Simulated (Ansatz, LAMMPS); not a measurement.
## Zn34Te25S9 with crystalline order left by the classical run (68 atoms) in motion

Aim: follow Zn34Te25S9 with crystalline order left by the classical run (68 atoms) for a short time with forces from DFT, then look at structure and electrons in the last frame.

Method: Kohn-Sham DFT, PBE, PAW (set soft_2), plane waves, in Ansatz 0.2.0.

### Step 1. The starting structure

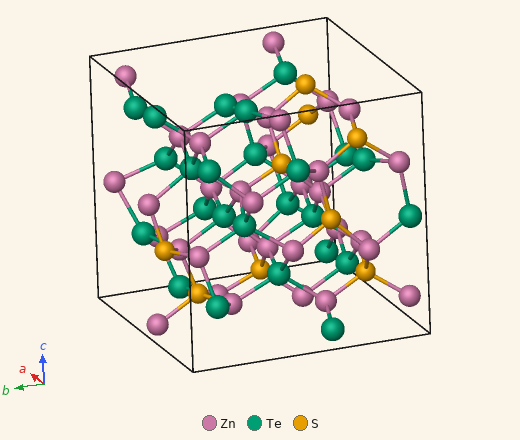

Start, viewed from a free direction; zinc pink, tellurium teal, sulfur orange.

The cell holds 68 atoms: 34 Zn, 25 Te and 9 S. Cell: a = 12.398 Å, b = 12.398 Å, c = 12.398 Å, α = 90.0°, β = 90.0°, γ = 90.0°. 68 atoms (34 Zn, 25 Te, 9 S) placed at random at 4.97 g/cm³, melted at 2500 K for 10 ps at fixed volume with the Stillinger-Weber II-VI potential (Zhou et al., Phys. Rev. B 88, 085309 (2013)). Quenched from 2500 K to 100 K at 5 K/ps and fixed volume, held 5 ps.

What the set-up can't give: The quench rate of 5 K/ps far exceeds what a furnace or splat quench reaches, so expect more defects and frozen-in strain than in a real sample. The starting topology of bonds comes from the classical model. Sampling is at Γ alone, for a cell whose shortest periodic width is 12 Å. No spin–orbit coupling is included, so levels derived from the heavy atoms are approximate.

### Step 2. Dynamics started at 300 K

A Nosé–Hoover thermostat steers the temperature while disturbing the dynamics little. The time step is 2.0 fs.

File input.yaml:

```yaml
crystal:
  lattice:
    - [12.398, 0.0, 0.0]
    - [0.0, 12.398, 0.0]
    - [0.0, 0.0, 12.398]
  atoms:
    - { symbol: Zn, position: [0.39545, 0.62104, 0.56592] }
    - { symbol: Zn, position: [0.69361, 0.24934, 0.44527] }
    - { symbol: Zn, position: [0.41132, 0.49171, 0.8478] }
    - { symbol: Zn, position: [0.98941, 0.23166, 0.93699] }
    [... 58 atom lines left out ...]
    - { symbol: S, position: [0.34234, 0.46511, 0.6728] }
    - { symbol: S, position: [0.25111, 0.16524, 0.20724] }
    - { symbol: S, position: [0.1343, 0.2252, 0.80459] }
    - { symbol: S, position: [0.41883, 0.9391, 0.36437] }
    - { symbol: S, position: [0.65976, 0.44772, 0.13344] }
    - { symbol: S, position: [0.53408, 0.76087, 0.12286] }
kpoints:
  mp_grid: { grid: [1, 1, 1] }
hamiltonian:
  xc: pbe
scf:
  occupations: { method: gaussian, width: 0.05 }
output:
  forces: true
  stress: true
md:
  timestep: 2.0
  n_steps: 47
  ensemble: nvt_nose_hoover
  temperature: 300
  initial_velocities: maxwell_boltzmann
  seed: 926
```

The run is started by

```console
ansatz run input.yaml --threads 4 --pin off --max-ram 8192MiB --backend cpu --events-out ev --progress --plain --runs-dir out
```

Elapsed: 19 min, on 4 threads of AMD EPYC 7R43, shared host; peak memory 3.2 GiB.

The program notes that the SCF threshold is loose for the stress and it switched symmetry off.

The trajectory, sampled:

```csv
time (fs),T (K),potential (meV/atom),conserved (meV/atom)
0.0,300,0.0,0.00
6.0,304,-0.5,0.00
12.0,301,-0.1,0.00
18.0,292,1.0,0.00
26.0,275,3.2,0.01
32.0,261,5.0,0.01
38.0,249,6.6,0.01
44.0,240,7.9,0.01
50.0,234,8.7,0.01
56.0,232,9.2,0.01
62.0,232,9.4,0.01
68.0,234,9.5,0.01
76.0,238,9.4,0.01
82.0,242,9.4,0.01
88.0,246,9.5,0.01
94.0,250,9.5,0.01
```

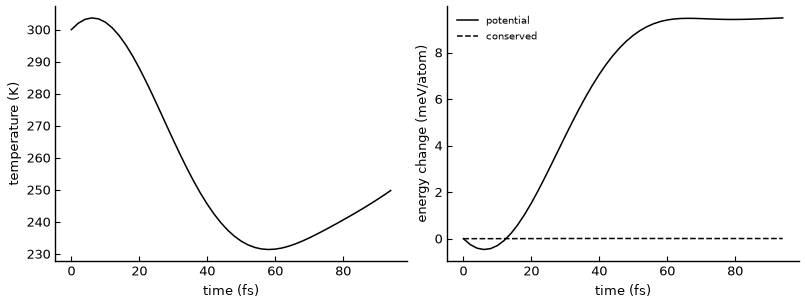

Temperature and energies against time.

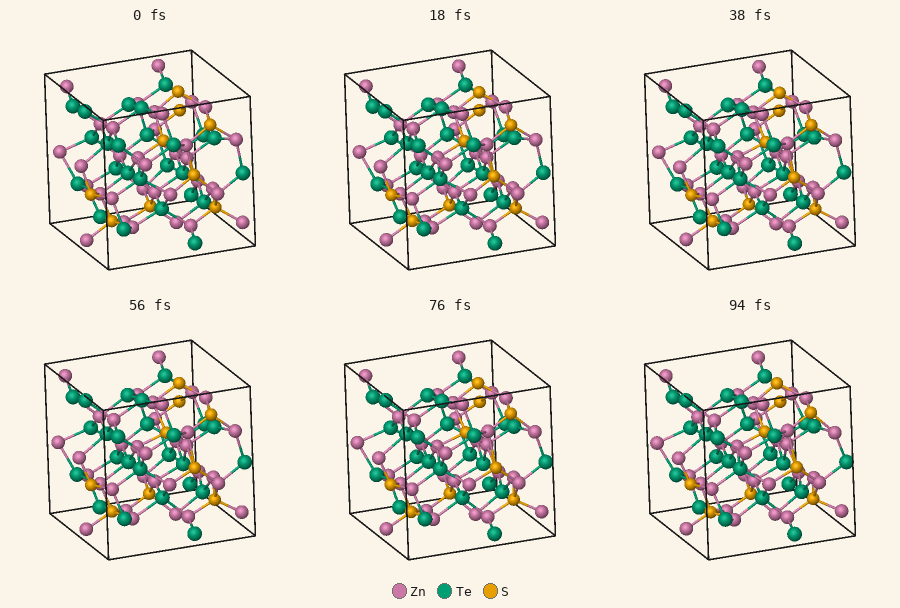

6 frames of the run.

Mean square displacement from the first frame to the last: Zn 0.063 Å², Te 0.036 Å², S 0.042 Å².

Table of mean square displacement by time lag:

```csv
time lag (fs),S (Å²),Te (Å²),Zn (Å²)
2.0,7.6e-5,2.1e-5,3.8e-5
4.0,3.0e-4,8.2e-5,1.5e-4
6.0,6.8e-4,1.8e-4,3.4e-4
8.0,0.00119,3.3e-4,6.1e-4
10.0,0.00185,5.1e-4,9.4e-4
12.0,0.00263,7.4e-4,0.00135
14.0,0.00353,1.0e-3,0.00184
16.0,0.00455,0.00130,0.00239
18.0,0.00566,0.00164,0.00301
20.0,0.00687,0.00202,0.00370
22.0,0.00816,0.00244,0.00446
24.0,0.00952,0.00290,0.00528
26.0,0.0109,0.00339,0.00617
28.0,0.0124,0.00392,0.00712
30.0,0.0139,0.00448,0.00812
32.0,0.0154,0.00508,0.00919
34.0,0.0169,0.00572,0.0103
36.0,0.0184,0.00638,0.0115
38.0,0.0200,0.00708,0.0127
40.0,0.0214,0.00781,0.0140
42.0,0.0229,0.00857,0.0153
44.0,0.0243,0.00936,0.0167
46.0,0.0257,0.0102,0.0181
48.0,0.0270,0.0110,0.0196
```

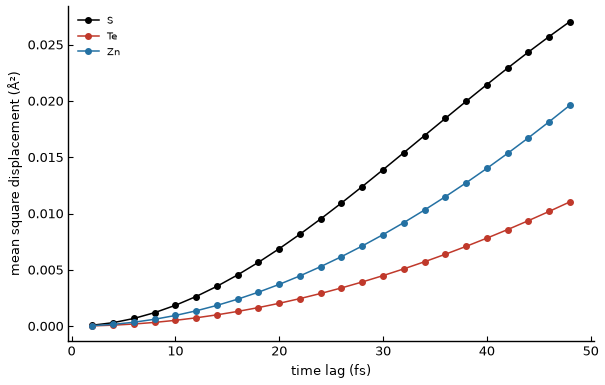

Mean square displacement, plotted against time lag.

Over the second half of 94 fs the temperature averages 238 K with swings of 6 K r.m.s. The conserved energy stays within 0.01 meV/atom. From first frame to last Zn has the largest mean square displacement, 0.063 Å² at the end; the farthest move is 0.43 Å. The mean temperature of 238 K lies well off the 300 K of the input, so the thermostat hasn't yet brought the run to equilibrium. The count of bonds goes from 138 in the first frame to 136 in the last, by one set of cutoffs: 2 pairs passed out of them and 0 came within. The run spans 0.09 ps, too short for its means to be equilibrium values.

### Step 3. Distances and neighbours late in the run

The g(r) is a mean over the second half; what follows it is taken at the last frame.

Density 4.97 g/cm³, 28.02 Å³ an atom.

Mean of 13 frames. Pair distribution functions g(r), in bins of 0.2 Å:

```csv
r (Å),total,Zn-Zn,Zn-Te,Zn-S,Te-Te,Te-S,S-S
2.20,0.11,0.00,0.00,0.85,0.00,0.00,0.00
2.40,1.24,0.00,0.00,9.37,0.00,0.00,0.00
2.60,2.89,0.00,6.43,4.03,0.00,0.00,0.00
2.80,1.68,0.00,4.43,0.33,0.00,0.00,0.00
3.00,0.51,0.01,1.20,0.46,0.00,0.00,0.00
3.20,0.05,0.10,0.08,0.00,0.00,0.00,0.00
3.40,0.15,0.26,0.00,0.00,0.00,0.87,0.00
3.60,0.18,0.60,0.00,0.00,0.00,0.00,1.43
3.80,0.57,1.41,0.07,0.13,0.53,0.59,2.38
4.00,1.17,2.12,0.18,0.29,1.75,2.63,2.52
4.20,2.42,3.42,0.47,0.88,5.42,4.48,6.04
4.40,2.09,3.38,1.00,1.05,3.04,2.99,2.23
4.60,1.37,1.48,1.07,0.76,1.94,2.46,0.00
4.80,1.04,1.00,1.25,0.97,1.01,0.62,0.00
5.00,1.06,0.79,1.46,1.77,0.47,0.22,0.75
5.20,0.78,0.23,1.22,1.42,0.11,0.69,0.00
5.40,0.83,0.43,1.21,1.32,0.44,0.41,0.00
5.60,0.60,0.32,0.85,0.94,0.45,0.29,0.00
5.80,0.70,0.33,1.12,1.08,0.22,0.33,0.00
6.00,0.68,0.45,1.08,0.83,0.19,0.21,0.64
```

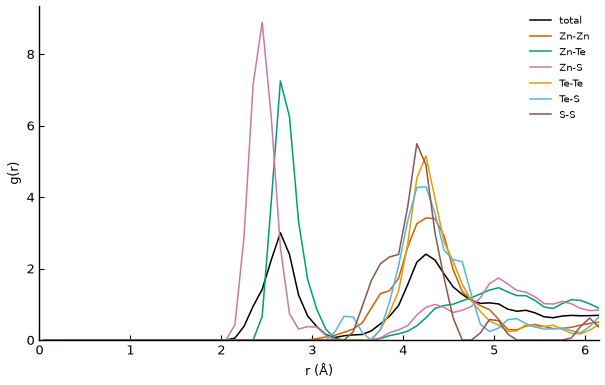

Pair distribution functions, lightly smoothed.

Bonds by pair of elements; cutoffs follow the first minimum of g(r), held within bounds set by covalent radii, and pairs that aren't listed don't count as bonded:

```csv
pair A-B,cutoff (Å),bonds,mean length (Å),spread (Å),shortest (Å),B about A,A about B
Zn-Te,3.46,101,2.74,0.136,2.54,2.97,4.04
Zn-S,2.88,35,2.46,0.106,2.28,1.03,3.89
```

How many atoms have how many bonded neighbours:

```csv
element,mean,3,4,5
S,3.89,1,8,0
Te,4.04,0,24,1
Zn,4,2,30,2
```

Bond angles, per cent of each kind in bins of 5°:

```csv
angle (°),Zn-Te-Zn,Te-Zn-Te,S-Zn-Te,Zn-S-Zn,S-Zn-S
65–70,0.6,0.0,0.0,0.0,0.0
70–75,0.6,0.0,0.0,0.0,0.0
75–80,0.0,0.0,2.4,0.0,0.0
80–85,1.3,0.9,3.6,2.0,0.0
85–90,2.6,3.6,2.4,0.0,0.0
90–95,1.9,8.0,1.2,3.9,0.0
95–100,7.8,13.4,6.0,13.7,9.1
100–105,25.3,18.8,16.9,13.7,0.0
105–110,18.2,22.3,15.7,25.5,27.3
110–115,16.9,13.4,18.1,13.7,9.1
115–120,9.1,8.9,10.8,13.7,9.1
120–125,5.2,6.2,9.6,3.9,36.4
125–130,6.5,1.8,8.4,3.9,9.1
130–135,2.6,0.9,1.2,2.0,0.0
135–140,0.0,0.0,0.0,3.9,0.0
140–145,0.6,0.0,0.0,0.0,0.0
145–150,0.6,0.9,1.2,0.0,0.0
150–155,0.0,0.0,1.2,0.0,0.0
155–160,0.0,0.9,1.2,0.0,0.0
```

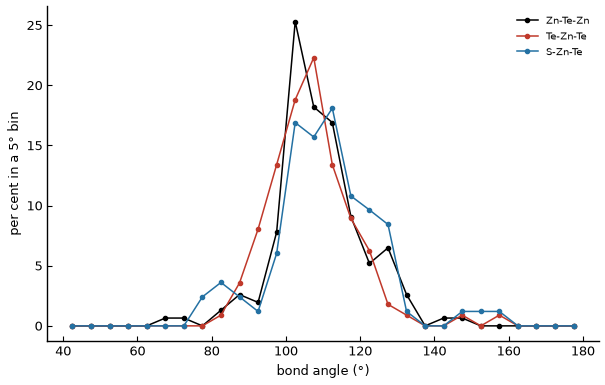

Distributions of the most common bond angles.

Bond angles (no mean is given where the spread exceeds 20°):

```csv
angle,count,mean (°),spread (°)
Zn-Te-Zn,154,109,11.8
Te-Zn-Te,112,107,11.4
S-Zn-Te,83,111,14.5
Zn-S-Zn,51,109,10.9
S-Zn-S,11,115,8.5
```

Bond length by coordination (bonds to H left out):

```csv
element,coordination,atoms,mean bond length (Å)
S,3,1,2.43
S,4,8,2.46
Te,4,24,2.73
Te,5,1,2.92
Zn,3,2,2.54
Zn,4,30,2.67
Zn,5,2,2.72
```

Rings of the network by King's shortest-path rule, up to 12 atoms, one path for each pair of neighbours; H, halogens, alkali and alkaline-earth atoms are left out, and the last column divides by all other atoms, bonded or not:

```csv
ring size (atoms),rings,per network atom
4,5,0.074
6,129,1.90
8,3,0.044
```

First main peaks of g(r), for some of the pairs, lie near 4.3 Å (Zn-Zn), 2.7 Å (Zn-Te), 2.4 Å (Zn-S), 4.2 Å (Te-Te), 4.2 Å (Te-S) and 4.2 Å (S-S). With the cutoffs above, 89 % of S atoms have 4, 96 % of Te atoms have 4 and 88 % of Zn atoms have 4 bonded neighbours. The Zn-Te-Zn angle averages 109° with a spread of 12°. Rings of 6 atoms are the most common (94 % of those counted); sizes run from 4 to 8.

### Step 4. Single point at the last frame

The last frame is solved once more, with the analyses that the dynamics left out.

File input.yaml:

```yaml
crystal:
  lattice:
    - [12.398, 0.0, 0.0]
    - [0.0, 12.398, 0.0]
    - [0.0, 0.0, 12.398]
  atoms:
    - { symbol: Zn, position: [0.39684, 0.62713, 0.57644] }
    - { symbol: Zn, position: [0.68055, 0.24314, 0.47001] }
    - { symbol: Zn, position: [0.43006, 0.49293, 0.83511] }
    - { symbol: Zn, position: [0.97858, 0.23702, 0.92881] }
    [... 58 atom lines left out ...]
    - { symbol: S, position: [0.33367, 0.45905, 0.66719] }
    - { symbol: S, position: [0.25391, 0.17968, 0.19884] }
    - { symbol: S, position: [0.13927, 0.21791, 0.81614] }
    - { symbol: S, position: [0.43143, 0.93705, 0.36233] }
    - { symbol: S, position: [0.65945, 0.44398, 0.14943] }
    - { symbol: S, position: [0.53095, 0.76941, 0.1182] }
kpoints:
  mp_grid: { grid: [1, 1, 1] }
hamiltonian:
  xc: pbe
scf:
  occupations: { method: gaussian, width: 0.05 }
output:
  forces: true
  stress: true
  populations: true
  dos:
    method: { smearing: { sigma: 0.15 } }
    de: 0.1
    projected: { site_lists: { S: [S], Te: [Te], Zn: [Zn] } }
  eigenvalues: true
  write_density: true
  write_potential: true
  volumetric_format: npy
  elf: true
```

Elapsed: 72 s, on 4 threads; peak memory 2.9 GiB.

Read from the output:

```yaml
free_energy: -295490.0782 eV
free_energy_per_atom: -4345.4423 eV/atom
scf_cycles: 10
pressure: -1.208 GPa
r_m_s_force_component: 0.2845 eV/Å
longest_force: 0.8921 eV/Å
fermi_energy: 6.439 eV
spacing_of_highest_filled_and_lowest_empty_level: 0.4681 eV
spilling_of_the_projection: 0.008492
```

Neighbours are counted within 3.46 Å (Zn-Te), 2.88 Å (Zn-S), the cutoffs taken from the dynamics.

Length of the force by element and coordination:

```csv
element,coordination,atoms,mean length of the force (eV/Å),spread,least,most
S,all,9,0.565,0.114,0.402,0.792
S,3,1,0.792,0,0.792,0.792
S,4,8,0.537,0.0858,0.402,0.642
Te,all,25,0.504,0.153,0.138,0.787
Te,4,24,0.512,0.151,0.138,0.787
Te,5,1,0.314,0,0.314,0.314
Zn,all,34,0.392,0.201,0.0806,0.892
Zn,3,2,0.585,0.0042,0.580,0.589
Zn,4,30,0.369,0.194,0.0806,0.892
Zn,5,2,0.542,0.229,0.313,0.771
```

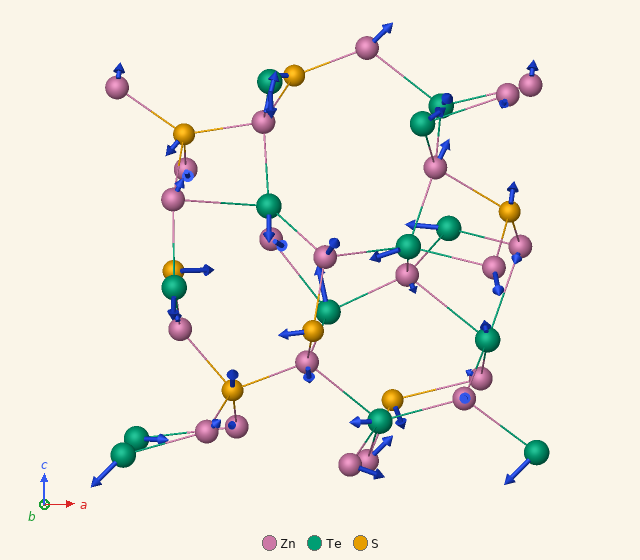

Forces as arrows; the longest in the cell is 0.892 eV/Å. Drawn is a slice 7 Å thick, seen along the normal of the ac plane.

States in the cell by windows of 1 eV, zero at the Fermi level; the larger projections on atomic orbitals stand beside the total:

```csv
from (eV),to (eV),total,Zn d,Te p,Zn s,S p
-10,-8,0.0,0.0,0.0,0.0,0.0
-8,-7,179.1,171.9,2.9,0.8,3.1
-7,-6,160.9,156.5,1.8,0.7,0.4
-6,-5,18.5,1.5,5.2,5.9,5.1
-5,-4,35.8,2.0,14.7,10.8,6.2
-4,-3,34.3,1.4,16.6,3.1,10.9
-3,-2,42.2,1.5,24.6,1.2,12.9
-2,-1,56.7,1.7,44.6,0.8,6.5
-1,0,16.5,0.5,13.7,0.3,1.2
0,1,2.2,0.0,0.2,1.3,0.0
1,2,22.0,0.1,5.1,9.6,1.5
2,3,36.3,0.1,8.0,13.4,2.2
3,4,36.2,0.1,3.8,5.4,1.2
4,5,45.7,0.1,2.3,2.5,0.7
```

Between -26 and -10 eV lie 68 more states.

About 250 of the 862 electrons lie in deeper levels, below the stored range.

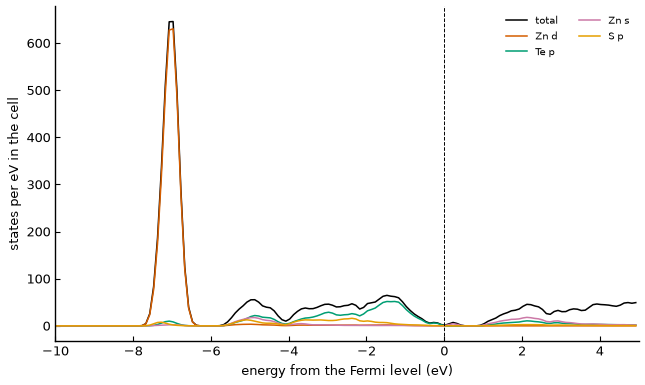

Total and projected density of states, with the broadening of the input.

The levels nearest the highest filled one (over half full), pooled over k-points and spins:

```csv
level less the highest filled one (eV),occupation
-0.676,2
-0.592,2
-0.528,2
-0.414,2
-0.308,2
0,2
0.468,0
1.37,0
1.52,0
1.67,0
1.72,0
1.79,0
```

The largest share in the top eV of filled states is Te p (88 % of the projected weight), and in the lowest eV of empty states Zn s (59 % of the projected weight).

### Step 5. Results

| Quantity | Value |
| --- | --- |
| mean temperature, second half | 237.8 K |
| temperature swing, second half | 5.793 K |
| mean pressure, second half | -1.171 GPa |
| slope of the conserved energy against time, by least squares | 0.0641 meV/atom/ps |
| free energy per atom | -4345.4423 eV/atom |
| pressure | -1.208 GPa |
| r.m.s. force component | 0.2845 eV/Å |
| gap (highest filled to lowest empty level) | 0.4681 eV |
| wall time of the 2 DFT runs | 21 min |

**Reading.** Over the second half of 94 fs the temperature averages 238 K with swings of 6 K r.m.s. The conserved energy stays within 0.01 meV/atom. The mean temperature of 238 K lies well off the 300 K of the input, so the thermostat hasn't yet brought the run to equilibrium. The count of bonds goes from 138 in the first frame to 136 in the last, by one set of cutoffs: 2 pairs passed out of them and 0 came within. The run spans 0.09 ps, too short for its means to be equilibrium values. With the cutoffs above, 89 % of S atoms have 4, 96 % of Te atoms have 4 and 88 % of Zn atoms have 4 bonded neighbours. The highest filled and lowest empty levels differ by 0.468 eV (at Γ alone); a semilocal functional tends to put such gaps too low. In a disordered cell it changes from sample to sample, and tail or defect levels can set it.

Caveats: The network of bonds at the start is that of the classical potential that made the cell; in DFT 2 of its 138 bonded pairs passed out of the cutoffs and 0 came within them. The stress is far from hydrostatic: its diagonal is -3.2, -0.9, 0.5 GPa, compression counted positive. The pressure of a single frame lacks the kinetic term, about 0.12 GPa here.

[Logs are printed without paths, hosts, clocks, repeated set-up lines and the standing remarks that a program may print on its own settings, such as how far it seeks lower states.]

[Hosts, paths, dates, database ids (printed as entryN), source tags and the programs' standing remarks are cut or masked in the printed files.]
